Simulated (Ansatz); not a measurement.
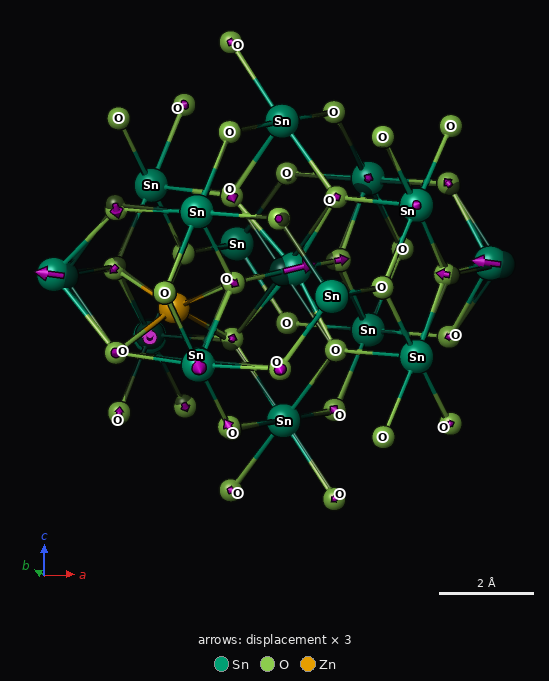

This is a relaxation of a defect cell of composition Sn$_{24}$O$_{48}$Zn (cell charge +2). The starting structure is drawn faded, the final one solid; purple arrows show the displacements, 3 times their true length.

Style: ball-and-stick. Shown: the atoms within 5.0 Å of the atom that moves most (axes of the cell of the calculation (origin shifted)), slightly off an axis.

Computed with DFT, PBEsol, PAW, plane waves (Ansatz 0.2.0). (plane-wave cutoff 420 eV; k-point mesh 1 × 1 × 1; mesh shifted by (0.25, 0.25, 0.25); no spin polarisation; atoms relaxed in a fixed cell; force threshold 0.03 eV/Å; at most 80 steps)

> Which element moves most?

Tin: up to 0.25 Å, against 0.13 Å for oxygen.

> What happened in the run?

The largest move is that of a Sn atom, 0.25 Å roughly along [3 0 1]. By element the largest moves are Sn 0.25 Å, O 0.13 Å, Zn 0.03 Å. The cell stays as it was. Some distances before and after: Sn–Zn 2.512 → 2.765 Å, Sn–Zn 2.485 → 2.737 Å, Sn–Zn 2.524 → 2.737 Å, Sn–Zn 2.560 → 2.764 Å. Among the angles between lasting bonds that change: O–Sn–O 178.7° → 166.3°, O–Sn–O 101.0° → 91.5°, O–Sn–O 100.3° → 91.5°. Over 3 geometry steps the energy falls by 3.309 eV per cell of the calculation. Largest force component: 5.6 eV/Å at the start, 0.016 eV/Å at the end. The run took 7.9 s on 1 × NVIDIA GB300 Max-Q with 8 threads of Arm Neoverse-V2, peak memory 2.1 GiB.

Limits of the set-up: the cell is charged, on a uniform background, and energies carry no finite-size correction.
